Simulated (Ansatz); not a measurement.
**Run report: WSe, geometry relaxation (part 1 of 2)**

System: WSe (slab, 4 atoms in the cell).
Method: DFT PBEsol, scalar-relativistic, plane waves, PAW, no spin polarisation (Ansatz 0.2.0).

The structure derives from a Materials Project entry. It belongs to a series of runs on one base structure; here: (0 0 1) slab, atoms relaxed. Figures and captions count atoms from 1; the log counts them from 0 in places.

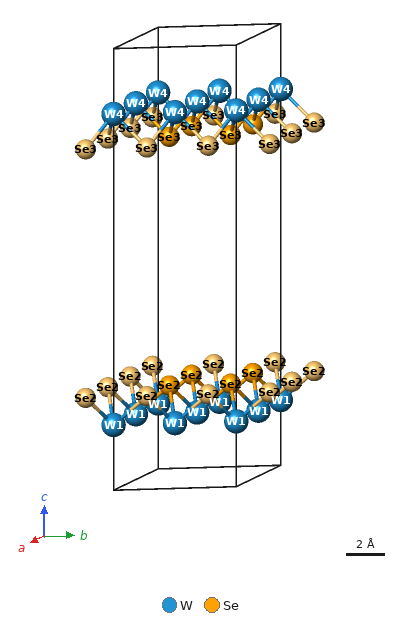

Fig. 1: The input geometry (ball-and-stick view of the 2 × 2 repeat of the cell, with the vacuum cut short, seen slightly off an axis; neighbours outside the cell are drawn fainter; atoms are numbered from 1 in the order of the input). Near neighbours in the crystal (not all of them lie inside the picture): W has 3 Se at 2.52 Å; Se has 3 W at 2.52 Å.

Key numbers:

- outcome: converged
- electrons treated: 60
- free energy: −31357.8699 eV
- work function, top face: 4.69 eV
- work function, bottom face: 4.69 eV
- Fermi energy: 0.422 eV
- gap on the k-point mesh: 0.34 eV
- final volume: 293.24 Å³
- work function (upper face): 4.69 eV
- largest force (length of the vector) at the end: under 0.001 eV/Å
- hardware: 1 thread of Intel Xeon @ 2.50GHz (Skylake/Cascade Lake), 32 GiB of memory available, shared host
- wall time: 46 s
- peak memory: 0.57 GiB

Remarks:

Warnings of the run: the exchange-correlation potential is rough where the density is thin. Spin–orbit coupling is left out, which matters for W.

Input:
```yaml
crystal:
  lattice:
    - [3.2702526784, 0.0, 0.0]
    - [-1.6351263392, 2.8321218963, 0.0]
    - [0.0, 0.0, 31.6612169706]
  atoms:
    - { symbol: W, position: [0.0, 0.0, 0.2368828718] }
    - { symbol: Se, position: [0.3333333333, 0.6666666667, 0.2897164081] }
    - { symbol: Se, position: [0.3333333333, 0.6666666667, 0.7102835919] }
    - { symbol: W, position: [0.0, 0.0, 0.7631171282] }
basis:
  ecutwfc: 420
kpoints:
  mp_grid: { grid: [9, 9, 1] }
hamiltonian:
  xc: pbesol
scf:
  occupations: { method: gaussian, width: 0.05 }
output:
  forces: true
  eigenvalues: true
  write_density: true
  write_potential: true
  elf: true
  volumetric_format: npy
relax:
  adjacent_minimum: "off"
  f_tol: 0.02
  max_steps: 60
efield:
  axis: 3
  dipole_correction: true
  ramp_width: 0.04
```

Launched with:
```bash
ansatz run input.yaml --threads 1 --pin off --max-ram 2560MiB --backend cpu --events-out ev --progress --plain --runs-dir out
```

Output:
```
Engine: ansatz 0.2.0, x86_64-unknown-linux-gnu
Pseudopotentials: kind: paw
Pseudopotential: W, paw, valence charge 14, recommended cutoff 420 eV (normal), W.paw.azcp
Pseudopotential: Se, paw, valence charge 16, recommended cutoff 420 eV (normal), Se.paw.azcp
Functional definition: PBEsol
  exchange = pbesol_x
  correlation = pbesol_c
Crystal: 4 atoms, lattice volume = 293.238 Å³
Basis set: ecut = 420 eV, 5841 PW (Γ), exchange–correlation on 48×48×432 points (8 copies of the dense FFT grid, shifted against one another)
Bands: 36, of which v1, the nominal top of the filled ones, is band 30 counted from 1 (29 counted from 0)
Symmetry: 6 space group operations
k-points: 12 of 81 (time reversal used)
Non-local potential: W, projectors of the file, l = 0: 3, l = 1: 2, l = 2: 2, l = 3: 1
Non-local potential: Se, projectors of the file, l = 0: 2, l = 1: 2, l = 2: 3, l = 3: 1
PAW form: soft (Blöchl's): semilocal exchange-correlation on the pseudo side does not see the compensation charge
PAW frozen core: W, regenerated for the run's functional, and the local potential with it (the file was generated under x = pbe(κ = 0.804, μ = 0.2195149727645171), c = pbe(β = 0.06672455060314922))
PAW frozen core: Se, regenerated for the run's functional, and the local potential with it (the file was generated under x = pbe(κ = 0.804, μ = 0.2195149727645171), c = pbe(β = 0.06672455060314922))
PAW one-centre angular grid: W, 590 points (default); XC on 64 Gauss nodes
PAW one-centre angular grid: Se, 590 points (default); XC on 64 Gauss nodes
Initial density: superposition of atomic densities (neutral atoms: chi_scale 0, normalization atom), corrected by the library's trained network
Initial wavefunctions: pseudopotential atomic-orbital guess
Functional: x = pbesol(κ = 0.804, μ = 0.12345679012345678), c = pbesol(β = 0.046)
SCF iter   1: F=—  HF=-31357.846658 eV  |F-HF|=—  |Δ(HF+E_count)|=         —  Δρ=4.65e-3  dr2=9.23e-2  ethr=1.77e-3  p=0.000 e·Å  D=3.09e-14 V/Å  ΔV_dip=-0.00 eV  dr2_dipole=2.06e-9  V_vac-E_F(+/−)=5.30/5.30 eV  ⟨swp⟩=8.2  Hψ=1742  notcnv=0
efield: sawtooth ramp at fractional position 0.9800 (placed from the atoms, in the widest stretch of the axis that holds none; the zero of the levels goes with the place), width 0.0400; the density the first Hamiltonian is built on has a dipole p = 0.000 e·Å; the dipole correction subtracts the counter field D = 3.09e-14 V/Å, which shifts the + side's vacuum level by -0.00 eV against the − side's; the planar-averaged density in the ramp window peaks in size at 1.1e-4 e/Å³
preconditioner: auto → Resta (q_TF=auto, 2.094 Å⁻¹)  ε∞=3.7  [insulator: Δε(μ)=0.336 eV  Ē_g=6.457 eV  σ=0.050 eV  W_gap=1.00  n_scr=20 (ndim 8)  ℏωp=10.6 eV  f_vac=0.644  D(μ)=0.00/eV (n_scr^D=0)  ε∞_Penn≈3.7  vacuum switching on, ρ_ref=3.0e-3 e/Å³]
SCF iter   2: F=—  HF=-31357.838708 eV  |F-HF|=—  |Δ(HF+E_count)|=   7.95e-3  Δρ=2.68e-3  dr2=4.51e-2  ethr=1.54e-4  p=-0.000 e·Å  D=-4.78e-5 V/Å  ΔV_dip=0.00 eV  dr2_dipole=9.59e-9  V_vac-E_F(+/−)=5.07/5.07 eV  ⟨swp⟩=2.2  Hψ=678  notcnv=0  defer=22
SCF iter   3: F=—  HF=-31357.836835 eV  |F-HF|=—  |Δ(HF+E_count)|=   1.87e-3  Δρ=1.66e-3  dr2=2.14e-2  ethr=7.52e-5  p=-0.000 e·Å  D=-3.62e-5 V/Å  ΔV_dip=0.00 eV  dr2_dipole=1.84e-9  V_vac-E_F(+/−)=4.98/4.98 eV  ⟨swp⟩=2.0  Hψ=578  notcnv=0  defer=22
SCF iter   4: F=—  HF=-31357.835778 eV  |F-HF|=—  |Δ(HF+E_count)|=   1.06e-3  Δρ=3.68e-4  dr2=1.44e-3  ethr=3.57e-5  p=0.000 e·Å  D=1.42e-6 V/Å  ΔV_dip=-0.00 eV  dr2_dipole=6.51e-8  V_vac-E_F(+/−)=4.81/4.81 eV  ⟨swp⟩=2.0  Hψ=556  notcnv=0  defer=22
SCF iter   5: F=—  HF=-31357.836897 eV  |F-HF|=—  |Δ(HF+E_count)|=   1.12e-3  Δρ=2.16e-4  dr2=4.08e-4  ethr=2.40e-6  p=0.000 e·Å  D=6.44e-5 V/Å  ΔV_dip=-0.00 eV  dr2_dipole=8.00e-7  V_vac-E_F(+/−)=4.74/4.74 eV  ⟨swp⟩=2.4  Hψ=564  notcnv=0  defer=22
SCF iter   6: F=—  HF=-31357.837216 eV  |F-HF|=—  |Δ(HF+E_count)|=   3.19e-4  Δρ=7.48e-5  dr2=6.43e-5  ethr=6.81e-7  p=-0.000 e·Å  D=-1.83e-4 V/Å  ΔV_dip=0.01 eV  dr2_dipole=5.06e-6  V_vac-E_F(+/−)=4.72/4.72 eV  ⟨swp⟩=2.0  Hψ=528  notcnv=0  defer=22
SCF iter   7: F=—  HF=-31357.837260 eV  |F-HF|=—  |Δ(HF+E_count)|=   4.45e-5  Δρ=7.15e-5  dr2=6.92e-5  ethr=1.07e-7  p=0.000 e·Å  D=2.83e-4 V/Å  ΔV_dip=-0.01 eV  dr2_dipole=1.28e-5  V_vac-E_F(+/−)=4.70/4.71 eV  ⟨swp⟩=2.1  Hψ=555  notcnv=0  defer=22
iter 8 did not close the SCF: its close was put off until two iterations running show no level that it waits for move by more than its bar (scf_convergence_deferred on its scf_iter line)
SCF iter   8: F=-31357.837257 eV  HF=-31357.837257 eV  |F-HF|=3.06e-7  |Δ(HF+E_count)|=   3.21e-6  Δρ=1.86e-5  dr2=2.64e-6  ethr=1.67e-8  p=0.000 e·Å  D=2.00e-6 V/Å  ΔV_dip=-0.00 eV  dr2_dipole=1.14e-9  V_vac-E_F(+/−)=4.70/4.70 eV  ⟨swp⟩=17.0  Hψ=3904  notcnv=0
SCF iter   9: F=-31357.837259 eV  HF=-31357.837258 eV  |F-HF|=2.36e-7  |Δ(HF+E_count)|=   1.19e-6  Δρ=6.09e-6  dr2=1.13e-7  ethr=4.40e-9  p=0.000 e·Å  D=2.19e-6 V/Å  ΔV_dip=-0.00 eV  dr2_dipole=8.61e-10  V_vac-E_F(+/−)=4.70/4.70 eV  ⟨swp⟩=10.5  Hψ=3325  notcnv=0
SCF 1 converged in 9 iterations: F = -31357.837259 eV  dr2 = 1.13e-7
  greatest PAW one-centre occupation: 1.000 electrons in one spin orbital (limit 2), on the Se atom at site 1 (counted from 0), in its partial waves of l = 2
relax step   1: F+E_penalty+E_count = -31357.83725853 eV  Δ(F+E_penalty+E_count) = +0.000e0 eV  max|allowed force component| = 7.283e-1 eV/Å  Δτ_max = 0.0000 Å  (9 SCF iters, dr2 threshold 1.00e-5 eV, accepted)
Initial density: handed on by an earlier stage of this run
Initial wavefunctions: those handed on with the density
iter 1 solved again at ethr=1.03e-4 eV; its pass at ethr=3.10e-3 eV (dr2=6.15e-2 eV) is discarded
SCF iter   1: F=—  HF=-31357.839662 eV  |F-HF|=—  |Δ(HF+E_count)|=         —  Δρ=2.90e-3  dr2=6.11e-2  ethr=1.03e-4  p=0.000 e·Å  D=2.19e-6 V/Å  ΔV_dip=-0.00 eV  dr2_dipole=5.56e-10  V_vac-E_F(+/−)=4.77/4.77 eV  ⟨swp⟩=1.8  Hψ=1465  notcnv=0  defer=22
efield: sawtooth ramp at fractional position 0.9800 (handed on by an earlier solve), width 0.0400; the density the first Hamiltonian is built on has a dipole p = 0.000 e·Å; the dipole correction subtracts the counter field D = 2.19e-6 V/Å, which shifts the + side's vacuum level by -0.00 eV against the − side's; the planar-averaged density in the ramp window peaks in size at 5.8e-6 e/Å³
preconditioner: auto → Resta (q_TF=auto, 2.094 Å⁻¹)  ε∞=3.6  [insulator: Δε(μ)=0.306 eV  Ē_g=6.625 eV  σ=0.050 eV  W_gap=1.00  n_scr=20 (ndim 8)  ℏωp=10.6 eV  f_vac=0.652  D(μ)=0.00/eV (n_scr^D=0)  ε∞_Penn≈3.6  vacuum switching on, ρ_ref=3.2e-3 e/Å³]
SCF iter   2: F=—  HF=-31357.829217 eV  |F-HF|=—  |Δ(HF+E_count)|=   1.04e-2  Δρ=1.25e-3  dr2=5.87e-3  ethr=1.02e-4  p=-0.000 e·Å  D=-5.49e-6 V/Å  ΔV_dip=0.00 eV  dr2_dipole=1.55e-8  V_vac-E_F(+/−)=4.64/4.64 eV  ⟨swp⟩=2.0  Hψ=558  notcnv=0  defer=22
SCF iter   3: F=—  HF=-31357.829037 eV  |F-HF|=—  |Δ(HF+E_count)|=   1.80e-4  Δρ=6.77e-4  dr2=3.26e-3  ethr=9.79e-6  p=-0.000 e·Å  D=-2.49e-5 V/Å  ΔV_dip=0.00 eV  dr2_dipole=3.43e-8  V_vac-E_F(+/−)=4.66/4.66 eV  ⟨swp⟩=2.1  Hψ=545  notcnv=0  defer=22
SCF iter   4: F=—  HF=-31357.828958 eV  |F-HF|=—  |Δ(HF+E_count)|=   7.95e-5  Δρ=3.77e-4  dr2=9.17e-4  ethr=5.44e-6  p=0.000 e·Å  D=2.26e-6 V/Å  ΔV_dip=-0.00 eV  dr2_dipole=1.63e-9  V_vac-E_F(+/−)=4.67/4.67 eV  ⟨swp⟩=2.1  Hψ=539  notcnv=0  defer=22
SCF iter   5: F=—  HF=-31357.828982 eV  |F-HF|=—  |Δ(HF+E_count)|=   2.39e-5  Δρ=1.12e-4  dr2=8.59e-5  ethr=1.53e-6  p=0.000 e·Å  D=7.84e-6 V/Å  ΔV_dip=-0.00 eV  dr2_dipole=7.63e-10  V_vac-E_F(+/−)=4.68/4.68 eV  ⟨swp⟩=1.9  Hψ=484  notcnv=0  defer=22
SCF iter   6: F=-31357.828998 eV  HF=-31357.829000 eV  |F-HF|=2.10e-6  |Δ(HF+E_count)|=   1.82e-5  Δρ=2.50e-5  dr2=5.93e-6  ethr=5.53e-8  p=0.000 e·Å  D=4.28e-7 V/Å  ΔV_dip=-0.00 eV  dr2_dipole=2.69e-9  V_vac-E_F(+/−)=4.68/4.68 eV  ⟨swp⟩=19.9  Hψ=4615  notcnv=0
SCF 2 converged in 6 iterations: F = -31357.828998 eV  dr2 = 5.93e-6
relax step   2: F+E_penalty+E_count = -31357.82899785 eV  Δ(F+E_penalty+E_count) = +8.261e-3 eV  max|allowed force component| = 8.684e-1 eV/Å  Δτ_max = 0.0472 Å  (6 SCF iters, dr2 threshold 3.32e-5 eV, rejected (line search))
SCF iter   1: F=—  HF=-31357.872772 eV  |F-HF|=—  |Δ(HF+E_count)|=         —  Δρ=1.44e-3  dr2=1.57e-2  ethr=2.58e-4  p=0.000 e·Å  D=4.28e-7 V/Å  ΔV_dip=-0.00 eV  dr2_dipole=6.06e-9  V_vac-E_F(+/−)=4.64/4.64 eV  ⟨swp⟩=2.9  Hψ=848  notcnv=0  defer=22
efield: sawtooth ramp at fractional position 0.9800 (handed on by an earlier solve), width 0.0400; the density the first Hamiltonian is built on has a dipole p = 0.000 e·Å; the dipole correction subtracts the counter field D = 4.28e-7 V/Å, which shifts the + side's vacuum level by -0.00 eV against the − side's; the planar-averaged density in the ramp window peaks in size at 2.2e-6 e/Å³
preconditioner: auto → Resta (q_TF=auto, 2.094 Å⁻¹)  ε∞=3.7  [insulator: Δε(μ)=0.360 eV  Ē_g=6.493 eV  σ=0.050 eV  W_gap=1.00  n_scr=20 (ndim 8)  ℏωp=10.6 eV  f_vac=0.647  D(μ)=0.00/eV (n_scr^D=0)  ε∞_Penn≈3.7  vacuum switching on, ρ_ref=3.1e-3 e/Å³]
SCF iter   2: F=—  HF=-31357.869991 eV  |F-HF|=—  |Δ(HF+E_count)|=   2.78e-3  Δρ=6.59e-4  dr2=1.75e-3  ethr=2.62e-5  p=-0.000 e·Å  D=-1.63e-5 V/Å  ΔV_dip=0.00 eV  dr2_dipole=1.90e-8  V_vac-E_F(+/−)=4.71/4.71 eV  ⟨swp⟩=2.2  Hψ=609  notcnv=0  defer=22
SCF iter   3: F=—  HF=-31357.869895 eV  |F-HF|=—  |Δ(HF+E_count)|=   9.59e-5  Δρ=3.56e-4  dr2=1.08e-3  ethr=2.92e-6  p=0.000 e·Å  D=8.28e-6 V/Å  ΔV_dip=-0.00 eV  dr2_dipole=1.34e-8  V_vac-E_F(+/−)=4.70/4.70 eV  ⟨swp⟩=2.1  Hψ=540  notcnv=0  defer=22
SCF iter   4: F=—  HF=-31357.869837 eV  |F-HF|=—  |Δ(HF+E_count)|=   5.87e-5  Δρ=1.88e-4  dr2=1.94e-4  ethr=1.80e-6  p=-0.000 e·Å  D=-2.80e-6 V/Å  ΔV_dip=0.00 eV  dr2_dipole=6.10e-10  V_vac-E_F(+/−)=4.70/4.70 eV  ⟨swp⟩=2.0  Hψ=519  notcnv=0  defer=22
SCF iter   5: F=—  HF=-31357.869840 eV  |F-HF|=—  |Δ(HF+E_count)|=   3.02e-6  Δρ=4.97e-5  dr2=1.08e-5  ethr=3.23e-7  p=-0.000 e·Å  D=-2.98e-6 V/Å  ΔV_dip=0.00 eV  dr2_dipole=1.88e-9  V_vac-E_F(+/−)=4.69/4.69 eV  ⟨swp⟩=2.0  Hψ=522  notcnv=0  defer=22
SCF iter   6: F=—  HF=-31357.869834 eV  |F-HF|=—  |Δ(HF+E_count)|=   5.55e-6  Δρ=1.40e-5  dr2=2.16e-6  ethr=1.79e-8  p=0.000 e·Å  D=1.10e-5 V/Å  ΔV_dip=-0.00 eV  dr2_dipole=2.11e-8  V_vac-E_F(+/−)=4.69/4.69 eV  ⟨swp⟩=2.0  Hψ=537  notcnv=0  defer=22
SCF iter   7: F=—  HF=-31357.869834 eV  |F-HF|=—  |Δ(HF+E_count)|=   3.98e-7  Δρ=8.20e-6  dr2=9.22e-7  ethr=3.60e-9  p=-0.000 e·Å  D=-3.42e-5 V/Å  ΔV_dip=0.00 eV  dr2_dipole=1.72e-7  V_vac-E_F(+/−)=4.69/4.69 eV  ⟨swp⟩=2.0  Hψ=550  notcnv=0  defer=22
SCF iter   8: F=—  HF=-31357.869834 eV  |F-HF|=—  |Δ(HF+E_count)|=   7.69e-8  Δρ=3.22e-6  dr2=1.06e-7  ethr=1.54e-9  p=0.000 e·Å  D=4.70e-6 V/Å  ΔV_dip=-0.00 eV  dr2_dipole=3.80e-9  V_vac-E_F(+/−)=4.69/4.69 eV  ⟨swp⟩=2.0  Hψ=509  notcnv=0  defer=22
SCF iter   9: F=-31357.869834 eV  HF=-31357.869834 eV  |F-HF|=2.69e-9  |Δ(HF+E_count)|=   1.95e-8  Δρ=8.88e-7  dr2=7.95e-9  ethr=1.67e-10  p=-0.000 e·Å  D=-3.25e-7 V/Å  ΔV_dip=0.00 eV  dr2_dipole=8.63e-11  V_vac-E_F(+/−)=4.69/4.69 eV  ⟨swp⟩=16.3  Hψ=3255  notcnv=0
SCF 3 converged in 9 iterations: F = -31357.869834 eV  dr2 = 7.95e-9
  greatest PAW one-centre occupation: 1.000 electrons in one spin orbital (limit 2), on the Se atom at site 2 (counted from 0), in its partial waves of l = 2
relax step   3: F+E_penalty+E_count = -31357.86983436 eV  Δ(F+E_penalty+E_count) = -3.258e-2 eV  max|allowed force component| = 2.811e-2 eV/Å  Δτ_max = 0.0235 Å  (9 SCF iters, accepted)
SCF iter   1: F=—  HF=-31357.869895 eV  |F-HF|=—  |Δ(HF+E_count)|=         —  Δρ=5.10e-5  dr2=2.27e-5  ethr=3.35e-7  p=-0.000 e·Å  D=-3.25e-7 V/Å  ΔV_dip=0.00 eV  dr2_dipole=5.12e-11  V_vac-E_F(+/−)=4.69/4.69 eV  ⟨swp⟩=2.0  Hψ=764  notcnv=0
efield: sawtooth ramp at fractional position 0.9800 (handed on by an earlier solve), width 0.0400; the density the first Hamiltonian is built on has a dipole p = -0.000 e·Å; the dipole correction subtracts the counter field D = -3.25e-7 V/Å, which shifts the + side's vacuum level by +0.00 eV against the − side's; the planar-averaged density in the ramp window peaks in size at 2.2e-6 e/Å³
preconditioner: auto → Resta (q_TF=auto, 2.094 Å⁻¹)  ε∞=3.7  [insulator: Δε(μ)=0.336 eV  Ē_g=6.498 eV  σ=0.050 eV  W_gap=1.00  n_scr=20 (ndim 8)  ℏωp=10.6 eV  f_vac=0.648  D(μ)=0.00/eV (n_scr^D=0)  ε∞_Penn≈3.7  vacuum switching on, ρ_ref=3.1e-3 e/Å³]
SCF iter   2: F=—  HF=-31357.869880 eV  |F-HF|=—  |Δ(HF+E_count)|=   1.49e-5  Δρ=2.57e-5  dr2=3.89e-6  ethr=3.79e-8  p=0.000 e·Å  D=7.57e-7 V/Å  ΔV_dip=-0.00 eV  dr2_dipole=4.44e-11  V_vac-E_F(+/−)=4.69/4.69 eV  ⟨swp⟩=2.0  Hψ=576  notcnv=0
SCF iter   3: F=—  HF=-31357.869880 eV  |F-HF|=—  |Δ(HF+E_count)|=   2.15e-7  Δρ=1.49e-5  dr2=1.62e-6  ethr=6.49e-9  p=0.000 e·Å  D=5.31e-8 V/Å  ΔV_dip=-0.00 eV  dr2_dipole=2.37e-11  V_vac-E_F(+/−)=4.69/4.69 eV  ⟨swp⟩=2.4  Hψ=541  notcnv=0
SCF iter   4: F=—  HF=-31357.869880 eV  |F-HF|=—  |Δ(HF+E_count)|=   8.18e-8  Δρ=7.30e-6  dr2=1.48e-7  ethr=2.70e-9  p=0.000 e·Å  D=6.31e-7 V/Å  ΔV_dip=-0.00 eV  dr2_dipole=2.20e-13  V_vac-E_F(+/−)=4.69/4.69 eV  ⟨swp⟩=2.0  Hψ=511  notcnv=0
SCF iter   5: F=-31357.869880 eV  HF=-31357.869880 eV  |F-HF|=1.06e-8  |Δ(HF+E_count)|=   3.40e-8  Δρ=2.39e-6  dr2=2.21e-8  ethr=1.67e-10  p=0.000 e·Å  D=3.56e-7 V/Å  ΔV_dip=-0.00 eV  dr2_dipole=1.78e-12  V_vac-E_F(+/−)=4.69/4.69 eV  ⟨swp⟩=13.3  Hψ=3161  notcnv=0
SCF 4 converged in 5 iterations: F = -31357.869880 eV  dr2 = 2.21e-8
relax step   4: F+E_penalty+E_count = -31357.86987965 eV  Δ(F+E_penalty+E_count) = -4.529e-5 eV  max|allowed force component| = 1.416e-4 eV/Å  Δτ_max = 0.0010 Å  (5 SCF iters, accepted)
```
